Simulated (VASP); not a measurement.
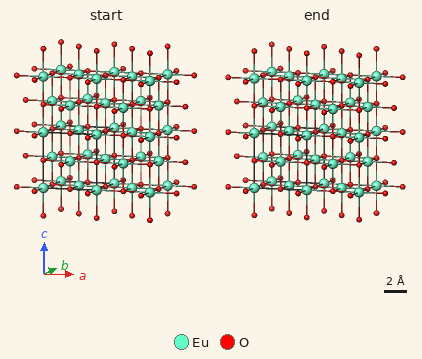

The structure of crystalline EuO (set up in Fm-3m) before (left) and after (right) a relaxation, at one scale.

The picture is a ball-and-stick view of the conventional cell (4 times the calculation's cell), repeated 2 × 1 × 2 with one cell outlined, seen slightly off an axis. Lengths and directions refer to the drawn axes.

The run lets cell and atoms move.

The calculation used VASP 6.6.1, Kohn-Sham DFT of a periodic cell, PBE, VASP PAW PBE potentials, recommended.

Input
```
ALGO = Normal
AMIX = 0.2
AMIX_MAG = 0.8
BMIX = 1E-4
BMIX_MAG = 1E-4
EDIFF = 1E-6
EDIFFG = -0.01
ENCUT = 600
GGA = PE
IBRION = 2
ISIF = 3
ISMEAR = 1
ISPIN = 2
LASPH = True
LCHARG = False
LMAXMIX = 6
LORBIT = 11
LREAL = False
LWAVE = False
MAGMOM = 7 0
NELM = 150
NSW = 90
PREC = Accurate
SIGMA = 0.1
```

Command:
```bash
cat potpaw_PBE.64/Eu/POTCAR potpaw_PBE.64/O/POTCAR > POTCAR
mpirun -np 1 vasp_std > vasp.out
```

**What changed between the two?**

No atom moves by more than 0.005 Å relative to the cell. The volume changes by −5.0 %, with a = b = c 5.144 → 5.057 Å (−1.7 %). Some distances before and after: Eu–Eu 3.637 → 3.576 Å, Eu–O 2.572 → 2.529 Å. The space group stays Fm-3m (No. 225). Over 8 geometry steps the energy falls by 12.6 meV per atom. All forces vanish by symmetry, so only the cell relaxes. Pressure: −4.42 GPa at the start and −0.08 GPa at the end.
